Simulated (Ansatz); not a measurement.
Structure data:

```
W S
1.0
     3.18352    0.09948    0.00000
    -1.50560    2.70726    0.00000
     0.00000    0.00000   16.95058
W S
1 2
Direct
  0.33333 0.66667 0.50000
  0.66667 0.33333 0.40800
  0.66667 0.33333 0.59200
```

Q: Interpret the file: composition, symmetry and coordination.

A: Its composition is WS2. In the cell are 1 W, 2 S, which makes 1 formula unit. Each W has six S in a trigonal prismatic arrangement at 2.37 to 2.45 Å. S is linked to three W in a trigonal pyramidal arrangement at 2.37 to 2.45 Å. Not all metal-metal contacts are counted. The bonds build WS2 layers parallel to (001).

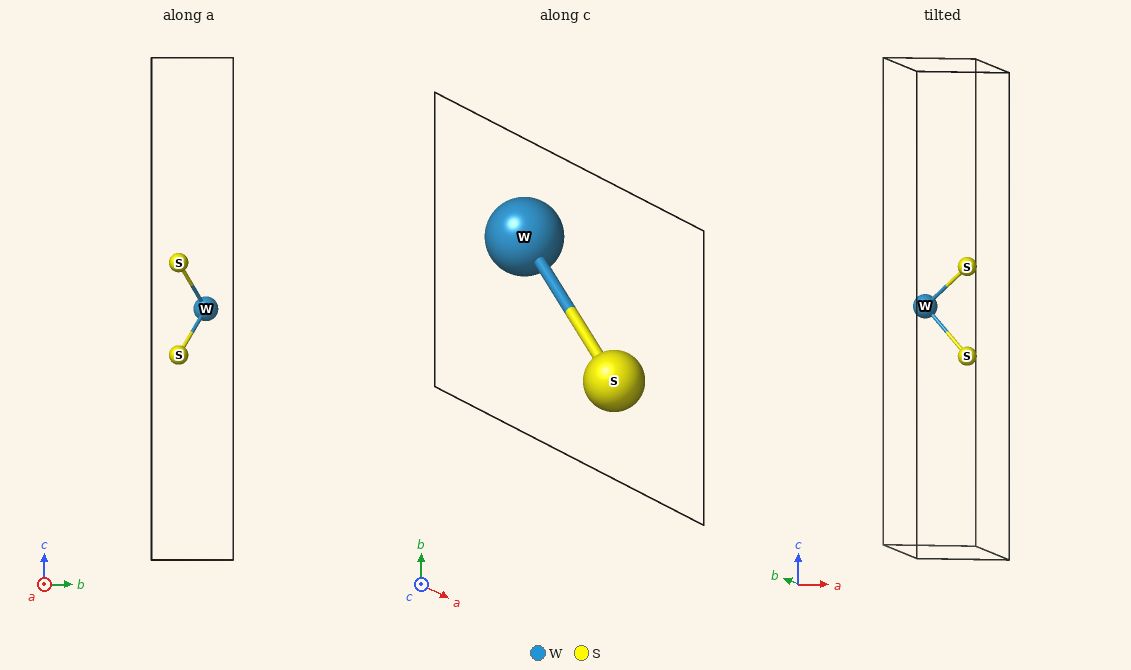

Drawn in the ball-and-stick manner and seen along the a axis, along the c axis and slightly off an axis. The lines enclose the simulation cell; boundary atoms appear with their images.

It goes back to a structure listed in the Materials Project. The cell was then strained or its atoms displaced on purpose. It went into a calculation with Ansatz.
